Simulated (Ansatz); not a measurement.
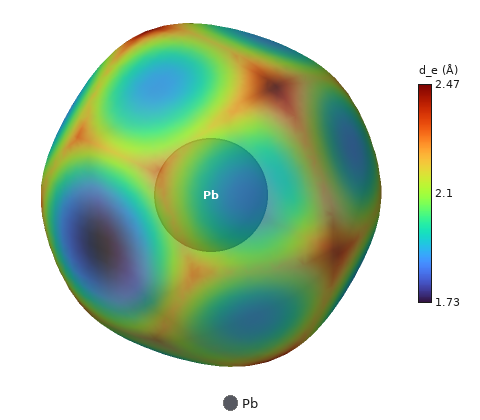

Hirshfeld surface computed for one Pb atom in Pb in space group P6/mmm, coloured by d_e.

The surface is where the fragment's share of the procrystal density (the sum of the densities of spherically averaged neutral Hartree-Fock atoms) equals one half. d_i and d_e are the distances from the surface to the nearest nucleus inside and outside. From Rb on the atoms have core potentials, so only their outer electrons count.

Source of the atomic positions: coordinates from a relaxation with DFT, PBEsol, plane waves (420 eV) with PAW, scalar-relativistic in Ansatz 0.2.0; the starting structure was generated, so it need not be a known form of this composition.

```cif
data_structure
_symmetry_space_group_name_H-M 'P6/mmm'
_symmetry_Int_Tables_number 191
_cell_length_a 5.5617
_cell_length_b 5.5617
_cell_length_c 3.3787
_cell_angle_alpha 90.000
_cell_angle_beta 90.000
_cell_angle_gamma 120.000
_cell_volume 90.51
loop_
_atom_site_label
_atom_site_type_symbol
_atom_site_symmetry_multiplicity
_atom_site_Wyckoff_symbol
_atom_site_fract_x
_atom_site_fract_y
_atom_site_fract_z
_atom_site_occupancy
Pb1 Pb 1 a 0.00000 0.00000 0.00000 1
Pb2 Pb 2 d 0.33333 0.66667 0.50000 1
```

**What is the shortest distance from the fragment to an atom outside it?**

Pb–Pb, 3.38 Å.

**How is the surface shared among contacts (nearest atom inside ··· nearest atom outside)?**

Pb···Pb 100 %. The surface faces 14 neighbours with more than 2 % of its area each: 14 Pb.

**Give the size and shape of the surface.**

It encloses about 23.6 Å³, has an area of about 40 Å² and a globularity of 1.00 (1 for a sphere).
